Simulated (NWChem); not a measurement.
**C4H6 (cyclobutene): B3LYP/def2-SVPD**

Aim: the electronic atomisation energy of C4H6 (cyclobutene) at B3LYP/def2-SVPD, from 3 runs. 

Program for the calculation: NWChem 7.3.0.

## Step 1: The molecule

C4H6 has 10 atoms, charge 0, and is taken as a singlet. SMILES: `C1=CCC1`. Geometry: relaxed at PBE0-D4/def2-TZVP.

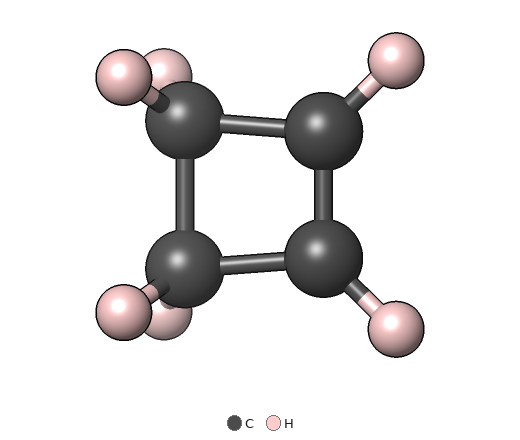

Viewed from a chosen angle; carbon dark grey, hydrogen pink.

## Step 2: A single-point energy at B3LYP/def2-SVPD

The input, c4h6.nw:

```
start c4h6
title "C4H6"
memory stack 880 mb heap 220 mb global 1100 mb
charge 0

geometry units bohr noautosym nocenter noautoz
  C   -0.62360962   1.90956825  -0.73019017
  C   -2.06925011   0.23016864   0.47167564
  C    0.02966870  -1.67089584   0.78442531
  C    1.71832797   0.29101782  -0.61964120
  H   -0.97585457   3.76962567  -1.51348165
  H   -4.03928959   0.21070446   1.03368019
  H   -0.22449946  -3.46462388  -0.20919268
  H    0.59998804  -2.07095086   2.72989836
  H    3.28302120   1.04615238   0.49888770
  H    2.45853369  -0.34770961  -2.44020334
end

basis spherical bse
  C library def2-SVPD
  H library def2-SVPD
end

dft
  xc b3lyp
  grid fine
  convergence energy 1e-08
  maxiter 100
  mulliken
  print low
end

task dft energy
```

Run with:

```sh
$ nwchem c4h6.nw > c4h6.out
```

The log of the run:

```text
[...]
 d= 0,ls=0.0,diis     1   -155.8323636043 -2.70D+02  1.54D-02  3.11D-01     3.6
[...]
 d= 0,ls=0.0,diis     8   -155.8692044288 -2.08D-09  2.23D-07  1.68D-10    25.7
         Total DFT energy =     -155.869204428809
      One electron energy =     -433.143674541998
           Coulomb energy =      187.476423532545
    Exchange-Corr. energy =      -23.896889181649
 Nuclear repulsion energy =      113.694935762293
[...]
      Total Density - Mulliken Population Analysis
     ---------------------------------------------
    Atom       Charge   Shell Charges
 -----------   ------   -------------------------------------------------------
    1 C    6     5.73   1.98  0.95  0.14 -0.09  2.08  0.45  0.04  0.16
    2 C    6     5.73   1.98  0.95  0.14 -0.09  2.08  0.45  0.04  0.16
    3 C    6     5.49   1.98  0.94 -0.30  0.05  2.13  0.55  0.04  0.08
    4 C    6     5.49   1.98  0.94 -0.30  0.05  2.13  0.55  0.04  0.08
    5 H    1     1.48   0.78  0.59  0.02  0.09
    6 H    1     1.48   0.78  0.59  0.02  0.09
    7 H    1     1.15   0.77  0.36  0.02 -0.01
    8 H    1     1.15   0.77  0.36  0.02 -0.01
    9 H    1     1.15   0.77  0.36  0.02 -0.01
   10 H    1     1.15   0.77  0.36  0.02 -0.01
[...]
```

Run time: 26 s. Hardware: 1 thread of Intel Xeon Platinum 8559C (Emerald Rapids), shared host; peak memory 0.11 GiB.

## Step 3: The C atom at the same level

The input, c.nw:

```
START c
memory total 2200 mb
charge 0

GEOMETRY units atomic noautosym nocenter noautoz
C    0.00000000   0.00000000   0.00000000
END

BASIS spherical bse
* library def2-SVPD
END

DFT
xc b3lyp
mult 3
grid fine
convergence energy 1e-08
maxiter 100
mulliken
print low
END

TASK dft energy
```

Run the same way, it converges to -37.81494 Eh (log not shown).

## Step 4: The H atom, same level

The input, h.nw:

```
start h
memory stack 880 mb heap 220 mb global 1100 mb
charge 0
geometry units angstrom noautosym nocenter noautoz
H        0.000000       0.000000       0.000000
end
basis spherical bse
* library def2-SVPD
end
dft
xc b3lyp
mult 2
grid fine
convergence energy 1e-08
maxiter 100
mulliken
print low
end
task dft energy
```

Run with:

```sh
$ nwchem h.nw > h.out
```

The log of the run:

```text
[...]
 d= 0,ls=0.0,diis     1     -0.5012513432 -5.01D-01  7.59D-04  1.06D-05     0.1
[...]
 d= 0,ls=0.0,diis     4     -0.5012588524 -2.86D-13  1.21D-09  2.54D-17     0.1
[...]
         Total DFT energy =       -0.501258852372
      One electron energy =       -0.499271450886
           Coulomb energy =        0.311465432720
    Exchange-Corr. energy =       -0.313452834206
 Nuclear repulsion energy =        0.000000000000
[...]
      Total Density - Mulliken Population Analysis
     ---------------------------------------------
    Atom       Charge   Shell Charges
 -----------   ------   -------------------------------------------------------
    1 H    1     1.00   0.54  0.46  0.00 -0.00
     --------------------------------------------
      Spin Density - Mulliken Population Analysis
     --------------------------------------------
    Atom       Charge   Shell Charges
 -----------   ------   -------------------------------------------------------
    1 H    1     1.00   0.54  0.46  0.00 -0.00
[...]
      <S2> =      0.7500 (Exact =     0.7500)
[...]
```

It took 0.66 s on 1 thread of Intel Xeon Platinum 8559C (Emerald Rapids), shared host; peak memory 0.1 GiB.

## Step 5: Outcome

Level: B3LYP/def2-SVPD.

```
                     quantity          value
       molecule: total energy  -155.86920 Eh
         C atom: total energy   -37.81494 Eh
                 C atom: ⟨S²⟩          2.004
         H atom: total energy    -0.50126 Eh
                 H atom: ⟨S²⟩          0.750
electronic atomisation energy      43.590 eV
```

What this shows: Taking the molecule apart into free atoms costs 43.59 eV (1005 kcal/mol), before zero-point energy and without spin-orbit coupling. Mulliken charges (molecule) run from -0.48 on H5 to +0.51 on C3; in a basis this large or diffuse they mean little.
